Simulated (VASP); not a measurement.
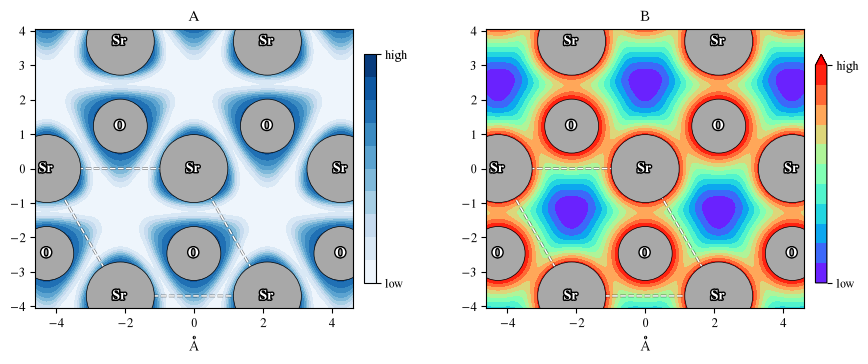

SrO: 2 fields on the (001) plane of the conventional cell, with unlabelled colour scales. Grey discs cover the atomic cores.

Space group P6₃/mmc; a generated structure, not necessarily the stable one.

Theory: Kohn-Sham DFT of a periodic cell, PBE, VASP PAW PBE potentials, recommended (VASP 6.6.1).

```
CELL_PARAMETERS angstrom
4.27003 0.00000 0.00000
-2.13501 3.69795 0.00000
0.00000 0.00000 5.14446
ATOMIC_POSITIONS crystal
Sr 0.33333 0.66667 0.25000
Sr 0.66667 0.33333 0.75000
O 0.66667 0.33333 0.25000
O 0.33333 0.66667 0.75000
```

Question: Which field does each panel show? The fields are: electron localisation function and valence pseudo-density.

Answer: Panel A: electron localisation function. Panel B: valence pseudo-density. From the grid: Sr–O (2.47 Å): ρ at the midpoint is about 0.29 e/Å³; the ELF is about 0.10 at the midpoint; a largely ionic contact.
